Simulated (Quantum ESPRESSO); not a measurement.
Run report: CdS, fields calculation

- system: CdS (P1, 2 atoms in the cell)
- method: Kohn-Sham DFT of a periodic cell, WC with D2, SG15 PBE 1.2 (Quantum ESPRESSO 7.5)

The structure derives from an entry of the Crystallography Open Database. The run did not end well.

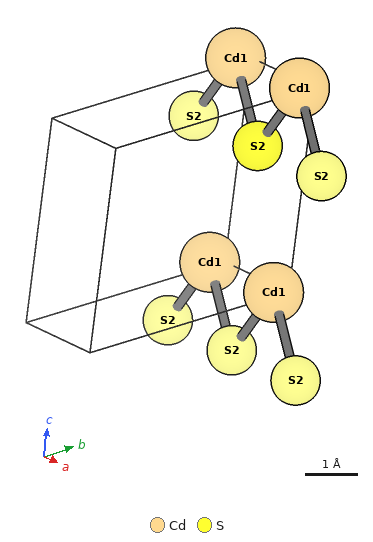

Figure 1. The structure (ball-and-stick view of the cell of the calculation, set on other vectors, seen at an oblique angle; neighbours outside the cell are drawn fainter; atoms are numbered from 1 in the order of the input). An atom can appear more than once, as a periodic image. Near neighbours in the periodic cell (some may lie outside the picture): Cd has 2 S at 2.11 to 2.39 Å; S has 2 Cd at 2.11 to 2.39 Å.

**The input**
```
&CONTROL
  calculation = 'scf'
  prefix = 'pwscf'
  outdir = './tmp'
  pseudo_dir = './pseudo'
  tprnfor = .true.
  tstress = .true.
  disk_io = 'low'
/
&SYSTEM
  ibrav = 0
  nat = 2
  ntyp = 2
  ecutwfc = 70
  nbnd = 20
  input_dft = 'wc'
  occupations = 'smearing'
  smearing = 'mp'
  degauss = 0.00999582
  vdw_corr = 'grimme-d2'
/
&ELECTRONS
  conv_thr = 1d-05
  electron_maxstep = 120
  mixing_beta = 0.5
/
ATOMIC_SPECIES
Cd   112.4140 Cd_ONCV_PBE-1.2.upf
S     32.0600 S_ONCV_PBE-1.2.upf
CELL_PARAMETERS angstrom
   0.1724927500    3.2023413100    2.7851586700
   3.3277961600   -0.3185737700    3.2762251900
   2.6669097000    3.0325213700    0.3423126900
ATOMIC_POSITIONS angstrom
Cd     0.1952713955    0.1757605547    0.1593350685
S      4.4301275620    4.2614561278    4.6434373440
K_POINTS automatic
12 10 14 0 0 0
```

Run on 1 thread of Intel Xeon @ 2.50GHz (Skylake/Cascade Lake), 16 GiB of memory available, shared host.

Command:
```bash
OMP_NUM_THREADS=1 pw.x -in pw.in > pw.out
```

**Output**
```
This program is part of the open-source Quantum ESPRESSO suite
     for quantum simulation of materials; please cite
         "P. Giannozzi et al., J. Phys.:Condens. Matter 21 395502 (2009);
         "P. Giannozzi et al., J. Phys.:Condens. Matter 29 465901 (2017);
         "P. Giannozzi et al., J. Chem. Phys. 152 154105 (2020);
          URL
     in publications or presentations arising from this work. More details at

     IMPORTANT: XC functional enforced from input :
     Exchange-correlation= WC
                           (   1   4  11   4   0   0   0)
     Any further DFT definition will be discarded
     Please, verify this is what you really want

     G-vector sticks info
     --------------------
     sticks:   dense  smooth     PW     G-vecs:    dense   smooth      PW
     Sum        1425    1425    443                28365    28365    4963

     Using Slab Decomposition

     bravais-lattice index     =            0
     lattice parameter (alat)  =       8.0267  a.u.
     unit-cell volume          =     358.1521 (a.u.)^3
     number of atoms/cell      =            2
     number of atomic types    =            2
     number of electrons       =        26.00
     number of Kohn-Sham states=           20
     kinetic-energy cutoff     =      70.0000  Ry
     charge density cutoff     =     280.0000  Ry
     scf convergence threshold =      1.0E-05
     mixing beta               =       0.5000
     number of iterations used =            8  plain     mixing
     Exchange-correlation= WC
                           (   1   4  11   4   0   0   0)

     celldm(1)=   8.026744  celldm(2)=   0.000000  celldm(3)=   0.000000
     celldm(4)=   0.000000  celldm(5)=   0.000000  celldm(6)=   0.000000

     crystal axes: (cart. coord. in units of alat)
               a(1) = (   0.040610   0.753923   0.655706 )
               a(2) = (   0.783459  -0.075001   0.771317 )
               a(3) = (   0.627867   0.713943   0.080590 )

     reciprocal axes: (cart. coord. in units 2 pi/alat)
               b(1) = ( -0.803875  0.608112  0.875660 )
               b(2) = (  0.588231 -0.589742  0.641647 )
               b(3) = (  0.910686  0.696553 -0.857290 )

     PseudoPot. # 1 for Cd read from file:
     Cd_ONCV_PBE-1.2.upf
     Pseudo is Norm-conserving, Zval = 20.0
     Generated using ONCVPSP code by D. R. Hamann
     Using radial grid of  602 points,  6 beta functions with:
                l(1) =   0
                l(2) =   0
                l(3) =   1
                l(4) =   1
                l(5) =   2
                l(6) =   2

     PseudoPot. # 2 for S  read from file:
     S_ONCV_PBE-1.2.upf
     Pseudo is Norm-conserving, Zval =  6.0
     Generated using ONCVPSP code by D. R. Hamann
     Using radial grid of  602 points,  4 beta functions with:
                l(1) =   0
                l(2) =   0
                l(3) =   1
                l(4) =   1

     atomic species   valence    mass     pseudopotential
     Cd               20.00   112.41400     Cd( 1.00)
     S                 6.00    32.06000     S ( 1.00)

     No symmetry found

   Cartesian axes

     site n.     atom                  positions (alat units)
         1        Cd     tau(   1) = (   0.0459725   0.0413791   0.0375121  )
         2        S      tau(   2) = (   1.0429793   1.0032692   1.0931985  )

     -------------------------------------------------
     Parameters for Dispersion (Grimme-D2) Correction:
     -------------------------------------------------
       atom      VdW radius       C_6

        Cd         3.097        855.833
        S          3.180        193.230

     number of k points=   844  Methfessel-Paxton smearing, width (Ry)=  0.0100

     Number of k-points >= 100: set verbosity='high' to print them.

     Dense  grid:    28365 G-vectors     FFT dimensions: (  45,  48,  45)

     Initial potential from superposition of free atoms

     starting charge      25.9552, renormalised to      26.0000
     Starting wfcs are random

     Self-consistent Calculation

     iteration #  1     ecut=    70.00 Ry     beta= 0.50
     Davidson diagonalization with overlap
     ethr =  1.00E-02,  avg # of iterations =  9.3

     Threshold (ethr) on eigenvalues was too large:
     Diagonalizing with lowered threshold

     Davidson diagonalization with overlap
     ethr =  8.41E-04,  avg # of iterations =  1.5

     total energy              =    -331.09386822 Ry
     estimated scf accuracy    <       0.20876615 Ry

     iteration #  2     ecut=    70.00 Ry     beta= 0.50
     Davidson diagonalization with overlap
     ethr =  8.03E-04,  avg # of iterations =  2.1

     total energy              =    -331.15627268 Ry
     estimated scf accuracy    <       0.02853964 Ry

     iteration #  3     ecut=    70.00 Ry     beta= 0.50
     Davidson diagonalization with overlap
     ethr =  1.10E-04,  avg # of iterations =  2.5

     total energy              =    -331.16096456 Ry
     estimated scf accuracy    <       0.00149507 Ry

     iteration #  4     ecut=    70.00 Ry     beta= 0.50
     Davidson diagonalization with overlap
     ethr =  5.75E-06,  avg # of iterations =  5.0

     total energy              =    -331.16113000 Ry
     estimated scf accuracy    <       0.00006980 Ry

     iteration #  5     ecut=    70.00 Ry     beta= 0.50
     Davidson diagonalization with overlap
```

**Outcome**

```csv
quantity,value
outcome,stopped at the time limit
space group (tolerance 0.01 Å),P1 (1)
wall time,13 min
peak memory,0.96 GiB
```

**What went wrong**

Settings chosen away from the usual ones: k set to [12, 10, 14] (from [8, 7, 9]); conv_thr set to 1e-05. The run was cut off by its time limit, so the output is incomplete. Further notes kept with the run: potentials made for another functional; D2 scale of PBE kept for another functional. Points of doubt noted for this run: d2 scale of pbe kept for another functional; potentials made for another functional.
